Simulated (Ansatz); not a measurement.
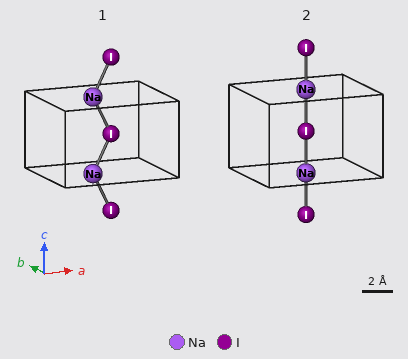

Two geometries of a wire of composition NaI, drawn at one scale. One is the start of a relaxation, the other its converged end. The picture is a ball-and-stick view of the cell of the calculation, with the vacuum cut short, seen slightly off an axis.

Computed with Ansatz, DFT PBE, scalar-relativistic, plane waves, PAW. (plane-wave cutoff 420 eV; k-point mesh 1 × 1 × 12; occupations gaussian; smearing width 0.05 eV; collinear spin; cell relaxed at fixed a, b, alpha, beta, gamma; force threshold 0.01 eV/Å; at most 45 steps)

Which one is relaxed?

Structure 2 is the relaxed one. Case: zigzag chain of atoms. Over 10 accepted moves (11 points after the start) the energy falls by 70.5 meV per cell of the calculation. Largest force component: 0.25 eV/Å at the start, under 0.0001 eV/Å at the end. At 1 point the geometry stayed and the basis and grid were re-selected for the new cell (energy shift of 0.5 meV per cell of the calculation at most each time). The largest moves relative to the layer's centre, 0.66 Å, are those of Na and I atoms. By element the largest moves are Na 0.66 Å, I 0.66 Å. Along the periodic axis the drawn cell goes c 5.288 → 5.752 Å (+8.8 %). Among the contacts that change: I–Na 2.956 → 2.876 Å. Among the angles between lasting bonds that change: I–Na–I 126.9° → 179.7°, Na–I–Na 126.9° → 179.7°. The program noted that the starting moments weren't kept. The run took 120 s on 2 threads of Arm Neoverse V1, on a shared host, peak memory 0.68 GiB.
